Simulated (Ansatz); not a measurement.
## Single-point calculation of CuO (part 2 of 2)

Continued. System: CuO (4 atoms in the cell). Method: DFT r2SCAN, scalar-relativistic, plane waves, PAW, spin-polarised (Ansatz 0.2.0); cutoff 500 eV, 6×6×4 k-mesh, Gaussian smearing of 0.1 eV, collinear spins. The structure derives from a Materials Project entry. It belongs to a series of runs on one base structure; here: structure listed in a database for this formula (P-1, No. 2).

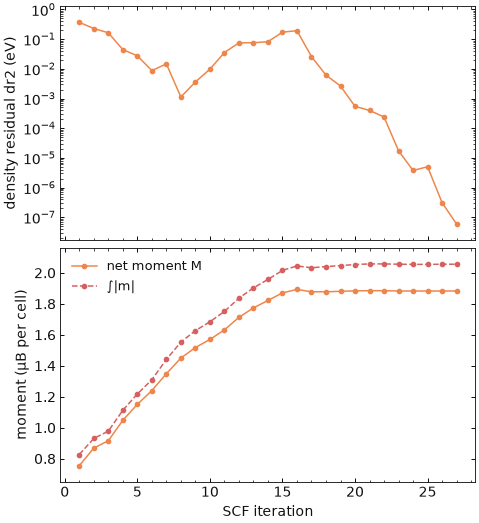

*Convergence of the self-consistent field: density residual dr2 and magnetic moment against the SCF iteration.*

The residual falls unevenly and jumps up by a factor of two or more 5 times on the way down. The net moment goes from 0.8 to 1.9 μB per cell.

```
this state was not tested for a lower state beside it, because the mixer in use, unlike msr1, does not test its closes by its own steps (another_mixer; see scf.mixing.algorithm and scf.lower_state_search)
SCF converged after 27 iterations
Magnetization: 1.8834 μB (25.9417 up, 24.0583 down)
Absolute magnetization: 2.0379 μB (∫|ρ↑−ρ↓|, with the PAW one-centre terms)
Spin contamination: 0.0087 ħ² per cell (⟨S²⟩ above its minimum at these occupations)
Per-site moments (μB) at R_I (Å): [(0.6260832485245178, 0.7983571883277322), (0.62584506904761, 0.7986000271989621), (0.3239905118032221, 0.7983571883277322), (0.323990511803222, 0.7983571883277323)]
Free energy (F): -14397.410580 eV
Harris-Foulkes:  -14397.410580 eV  (|F-HF|=3.32e-8)
Internal energy: -14397.407614 eV  (E = F + TS)
E sigma→0 (E₀):  -14397.409097 eV
Entropy (-TS):   -0.002967 eV (-0.742 meV/atom)
Fermi energy:    11.169899 eV
--- Per-component energies (eV) ---
  E_band       = -976.891129
  E_kinetic    = 943.494886
  E_local      = -10033.061219  (includes V_loc(G=0)·N_el)
  E_nonlocal   = 879.697298
  E_hartree    = 4347.046326
  E_xc         = -311.994689
  E_vxc        = -455.971794  (∫ρ·V_xc dr)
  E_paw        = -3666.228285  (= ΣΔE_a)
  E_vpaw       = -1035.583474  (= ΣTr[D̂ρ^β])
  E_aug_tail   = 0.002362  (compensation charges beyond the density's cutoff)
  E_vtau       = 30.421208  (kinetic-family band-sum trace: ∫τ·v_τ [+ j·A + Jᵃ·Aᵃ] dr)
  E_ewald      = -6555.698196
  E_core_change = -0.666098  (= ΣΔE_core)
  E_smearing   = -0.002967  (= −TS)
  E_closure    = -0.000000  (closes the sum)
  Σ components = -14397.410580   (vs F -14397.410580, Δ=0.00e0)
--- Forces (eV/Å), atoms counted from 1 ---
  atom   1  Cu     0.00000000     0.00000000     0.00000000
  atom   2  Cu     0.00000000     0.00000000     0.00000000
  atom   3  O     -0.00322174     0.00472651    -0.01462015
  atom   4  O      0.00322174    -0.00472651     0.01462015
  max |Σ_I F_I| component: 0.00e0 eV/Å
--- Stress (GPa, compression-positive) ---
        0.522707      -0.054020      -0.024241
       -0.054017       0.441379      -0.009698
       -0.024233      -0.009691      -0.594898
  P = ⅓ Tr σ = 0.1231 GPa (1.231 kbar)
--- Band table (eV; the first three rows and the last of 152) ---
  k-point 0 ↑: bands = ["-106.4110", "-106.4104", "-62.5153", "-62.5145", "-62.4877", "-62.4819", "-61.6096", "-61.6094", "-10.0293", "-8.7677", "2.4872", "4.7245", "4.7505", "6.7813", "7.1018", "7.3901", "7.4504", "7.4568", "7.8654", "7.8746", "8.0162", "8.0938", "8.1492", "8.5386", "11.0571", "11.0905", "12.7983", "17.8221", "18.8475", "25.3572", "26.6087", "26.6312"]
  k-point 1 ↑: bands = ["-106.4110", "-106.4104", "-62.5153", "-62.5145", "-62.4869", "-62.4828", "-61.6096", "-61.6094", "-9.8705", "-8.9847", "3.0736", "4.7484", "4.7677", "6.3243", "6.9701", "6.9969", "7.0026", "7.1051", "8.0275", "8.0823", "8.1474", "8.4271", "8.5299", "8.5438", "10.7828", "10.8119", "13.5514", "16.4482", "20.6922", "25.5488", "25.7975", "26.9221"]
  k-point 2 ↑: bands = ["-106.4110", "-106.4105", "-62.5153", "-62.5145", "-62.4851", "-62.4845", "-61.6096", "-61.6094", "-9.4575", "-9.4543", "4.5707", "4.5759", "4.7773", "4.7827", "6.7687", "6.7690", "7.0610", "7.0612", "8.0546", "8.0551", "8.2311", "8.2331", "9.0916", "9.0948", "10.4010", "10.4077", "14.9433", "14.9473", "23.3336", "23.3394", "26.1478", "26.1479"]
  k-point 75 ↓: bands = ["-105.2413", "-105.2412", "-61.1788", "-61.1786", "-61.0604", "-61.0603", "-61.0220", "-61.0219", "-7.9194", "-7.9178", "5.3044", "5.3082", "5.3952", "5.3978", "6.0182", "6.0216", "8.0347", "8.0347", "8.3783", "8.3799", "9.2196", "9.2232", "9.8543", "9.8552", "11.8780", "11.8823", "15.4155", "15.4157", "22.9135", "22.9262", "23.4182", "23.4271"]
--- Löwdin populations: 4 sites ---
  site symbol       q [e]    m [muB]
     0     Cu     17.9036     0.5302
     1     Cu     17.9041     0.5300
     2      O      6.9766     0.4074
     3      O      6.9766     0.4074
  spilling = 0.004781 (of n_electrons = 50.000000)
```

File populations.tsv:
```
# site	symbol	l	j	q_up	q_dn
# orbitals = lowdin
# n_electrons = 50.000000
# spilling = 0.004781
0	Cu	0_3S	-	0.998577	0.998542
0	Cu	0_4S	-	0.278284	0.303740
0	Cu	1_3P	-	2.999224	2.999104
0	Cu	2_3D	-	4.940821	4.385309
1	Cu	0_3S	-	0.998579	0.998545
1	Cu	0_4S	-	0.278323	0.303778
1	Cu	1_3P	-	2.999225	2.999105
1	Cu	2_3D	-	4.940958	4.385634
2	O	0_2S	-	0.933413	0.899560
2	O	1_2P	-	2.758576	2.385050
3	O	0_2S	-	0.933413	0.899560
3	O	1_2P	-	2.758576	2.385050
```

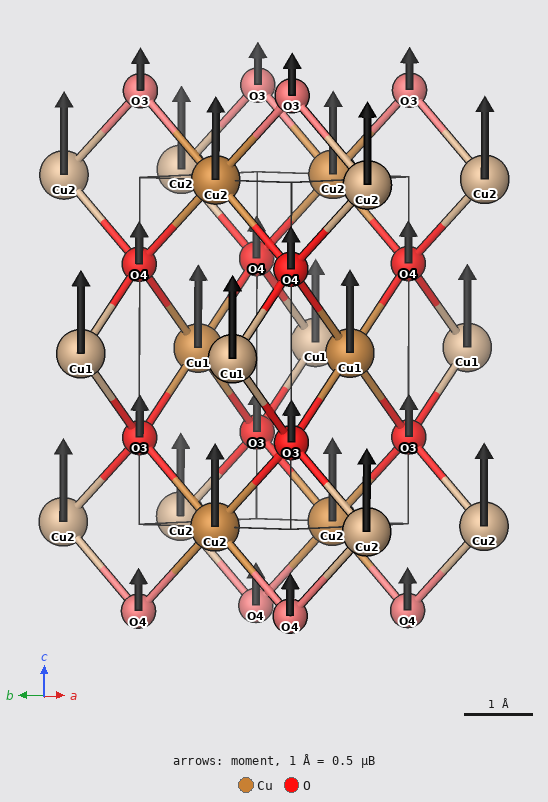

*Magnetic moments of the sites as black arrows (ball-and-stick view of the cell of the calculation, seen at an oblique angle; neighbours outside the cell are drawn fainter; atoms are numbered from 1 in the order of the input); small moments hardly show. The run is collinear, so the axis drawn is arbitrary.*

Site moments: Cu1, Cu2 (0.63 μB); O3, O4 (0.32 μB). They are counted near the atoms and needn't add up to the moment of the cell.

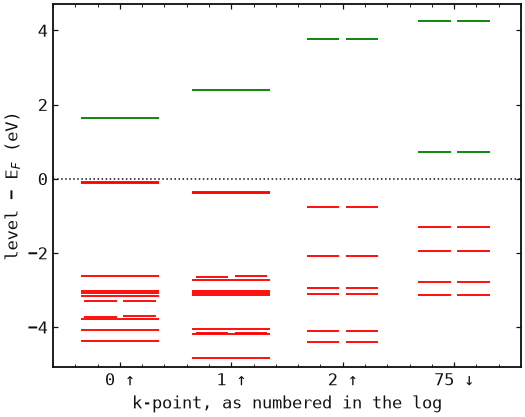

*Kohn–Sham levels near the Fermi level (dotted) at the few k-points that the log prints; levels within 0.02 eV of each other stand side by side.*

The system is metallic on the full mesh.

This output came from the following input.

The input:
```yaml
crystal:
  lattice:
    - [2.8795009639, 0.0, 0.0]
    - [0.039072758, 2.8792794796, 0.0]
    - [0.0174953863, 0.0172449008, 5.1763391994]
  atoms:
    - { symbol: Cu, position: [0.5, 0.0, 0.5], spin: 1.0 }
    - { symbol: Cu, position: [0.0, 0.5, 0.0], spin: 1.0 }
    - { symbol: O, position: [0.00157603, 0.99832822, 0.2501129] }
    - { symbol: O, position: [0.99842397, 0.00167178, 0.7498871] }
basis:
  ecutwfc: 500
kpoints:
  mp_grid: { grid: [6, 6, 4] }
hamiltonian:
  xc: r2scan
scf:
  occupations: { method: gaussian, width: 0.1 }
  lower_state_search: "off"
output:
  forces: true
  stress: true
  eigenvalues: true
  populations: true
magnetization:
  spin_polarized: true
```

Run as:
```bash
ansatz run input.yaml --threads 1 --pin off --max-ram 3072MiB --backend cpu --events-out ev --progress --plain --runs-dir out
```

Summary:

| quantity | value |
| --- | --- |
| outcome | converged |
| space group (tolerance 0.01 Å) | C2/c (15) |
| electrons treated | 50 |
| free energy | −14397.4106 eV |
| Fermi energy | 11.170 eV |
| gap on the k-point mesh | none (metallic) |
| net moment of the cell | 1.88 μB |
| integrated absolute moment | 2.04 μB |
| pressure | 0.12 GPa |
| largest force (length of the vector) | 0.016 eV/Å |
| hardware | 1 thread of Arm Neoverse V2, 24 GiB of memory available, shared host |
| wall time | 70 s |
| peak memory | 0.54 GiB |

Remarks:

The electronic state found may not be the lowest one. The program warns: the state was not tested for a lower one.
